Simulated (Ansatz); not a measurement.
**Si4C: density, localisation and related maps**

Input

```
crystal:
  lattice:
    - [-2.5779072686, 2.5779072686, 2.5779072686]
    - [2.5779072686, -2.5779072686, 2.5779072686]
    - [2.5779072686, 2.5779072686, -2.5779072686]
  atoms:
    - { symbol: Si, position: [0.5, 0.5, 0.5] }
    - { symbol: Si, position: [0.5, 0.0, 0.0] }
    - { symbol: Si, position: [0.0, 0.0, 0.5] }
    - { symbol: Si, position: [0.0, 0.5, 0.0] }
    - { symbol: C, position: [0.0, 0.0, 0.0] }
basis:
  ecutwfc: 420
kpoints:
  mp_grid: { grid: [10, 10, 10] }
  band_path:
    path:
      - [[0.0, 0.0, 0.0], [0.5, -0.5, 0.5], [0.0, 0.0, 0.5], [0.0, 0.0, 0.0], [0.25, 0.25, 0.25], [0.5, -0.5, 0.5]]
      - [[0.25, 0.25, 0.25], [0.0, 0.0, 0.5]]
    npoints: 14
hamiltonian:
  xc: pbe
scf:
  occupations: { method: gaussian, width: 0.1 }
  n_extra_bands: 12
output:
  forces: true
  stress: true
  eigenvalues: true
  populations: true
  dos: { projected: true, de: 0.02, nscf_kmesh: { grid: [12, 12, 12] } }
  bader: true
  write_density: true
  write_potential: true
  elf: true
  volumetric_format: npy
```

Launched as:

```sh
ansatz run input.yaml --threads 1 --pin off --max-ram 2048MiB --backend cpu --events-out ev --progress --plain --runs-dir out
```

Below, planes, directions and counts refer to the conventional cell (a = 5.16 Å, b = 5.16 Å, c = 5.16 Å, α = 90.00°, β = 90.00°, γ = 90.00°).

Space group Im-3m; a structure generated by program, which may or may not match a known phase.

Theory: DFT PBE, scalar-relativistic, plane waves, PAW (Ansatz 0.2.0).

Core electrons are frozen (PAW), and the valence fields are smoothed inside the atomic spheres.

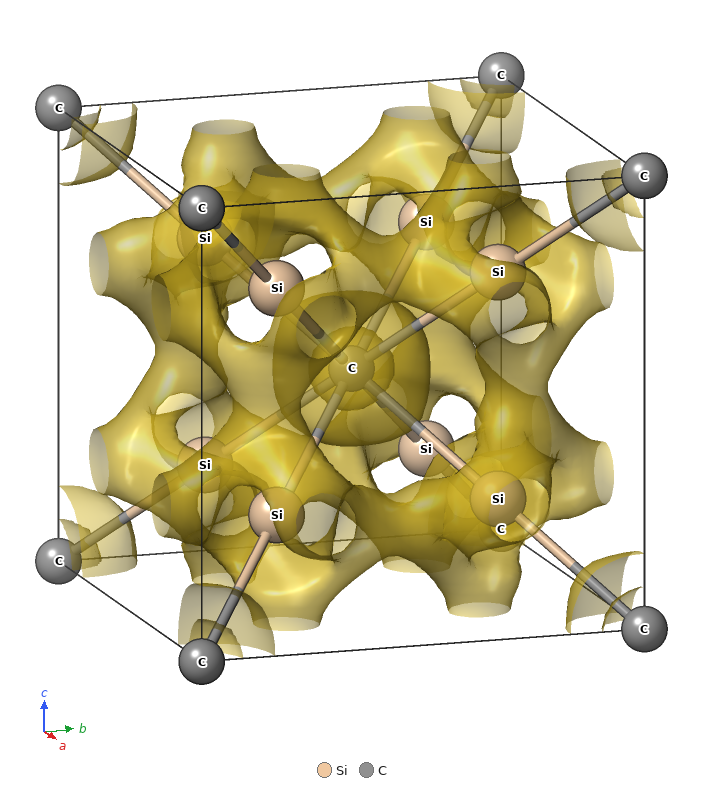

Figure 1. Isosurface of the electron localisation function at 0.65 (yellow), seen slightly off an axis. Core shells and regions of very low density are left out. Sticks mark near contacts.

Question: Where are the electrons localised?

Answer: The ELF exceeds this value in two regions wrapped around C (the valence shell of each) and one network that runs through the whole crystal, counted in one cell of 10 atoms. Any copies at cell faces, edges or corners count once. Along the contacts the grid gives the following. Si–C (2.23 Å): the ELF peaks at about 0.80 in the valence shell of C, 0.7 Å from its nucleus, and is about 0.60 at the midpoint.

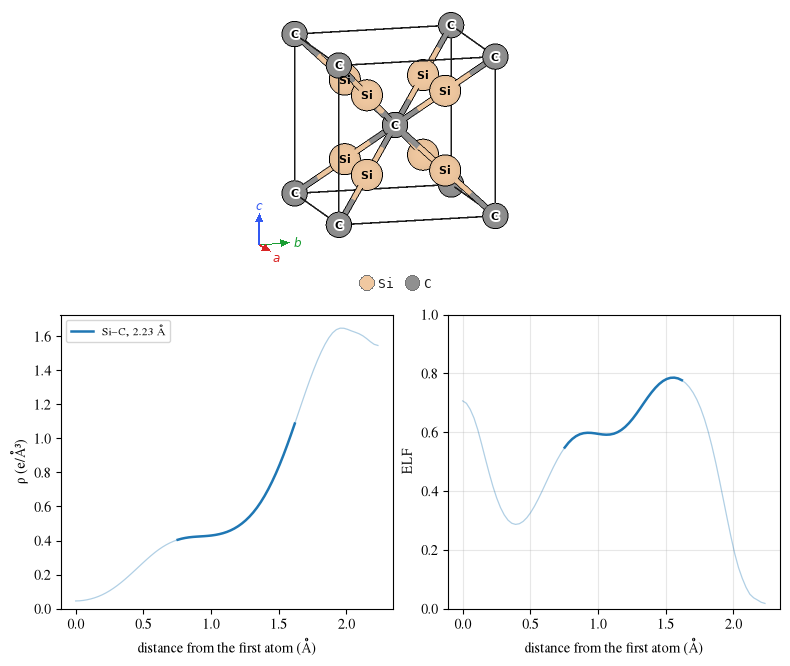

Figure 2. Valence charge density (pseudo) and electron localisation function along straight lines between neighbouring atoms. Thin, pale parts lie inside the atomic spheres. The structure is drawn too.

Question: What can be read from the curves?

Answer: Si–C (2.23 Å): ρ at the midpoint is about 0.45 e/Å³; the ELF peaks at about 0.80 in the valence shell of C, 0.7 Å from its nucleus, and is about 0.60 at the midpoint.

Question: Metal or insulator at this level of theory?

Answer: It is gapless in this calculation (a metal or semimetal).

Question: What Bader charges does the calculation give?

Answer: Electrons move from Si towards C. Bader charges: Si +0.42 and C −1.68 e.
